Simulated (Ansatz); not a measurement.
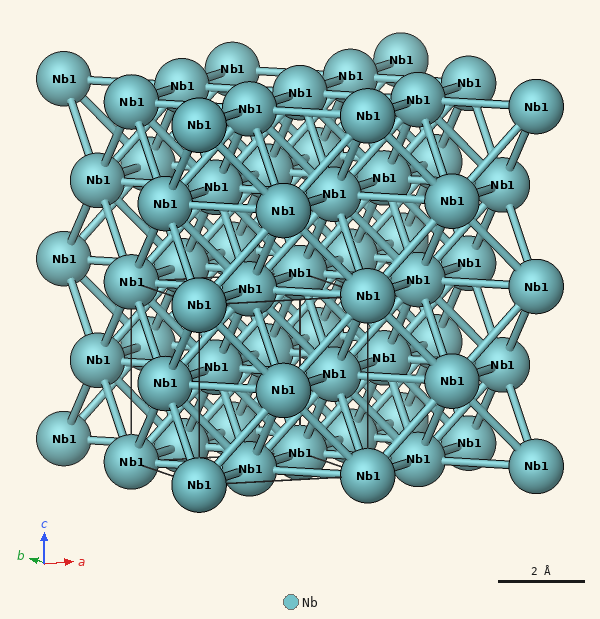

Reference structure: a symmetric starting cell of Nb. A ball-and-stick model of the conventional cell (4 times the calculation's cell), repeated 2 × 2 × 2 with one cell outlined, seen slightly off an axis. Lengths and directions refer to the drawn axes.

These are results of Ansatz 0.2.0, DFT PBEsol, scalar-relativistic, plane waves, PAW, not measurements. (plane-wave cutoff 420 eV; k-point mesh 18 × 18 × 18; occupations gaussian; smearing width 0.1 eV; no spin polarisation)

The variant: All lengths are scaled by −3.3 % (volume −9.6 %), the atoms keeping their fractional coordinates. No relaxation follows. The starting cell wasn't computed here and needn't be at equilibrium, so pressure and forces aren't due to the change alone.

### Predict the response.

The pressure is 11.4 GPa (not all of it need come from the change, since the unchanged cell can be under pressure at this level too). All forces vanish by symmetry. Among the bonded contacts that change: Nb–Nb 2.991 → 2.892 Å. The space group stays Fm-3m (No. 225).

The changed structure in the same view:

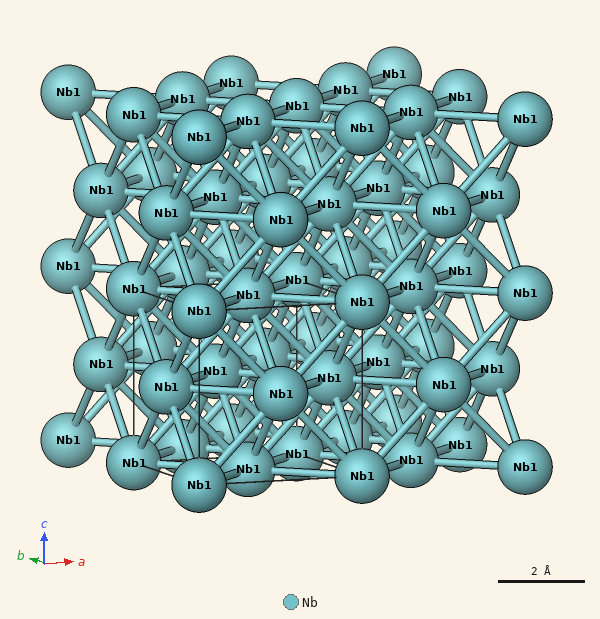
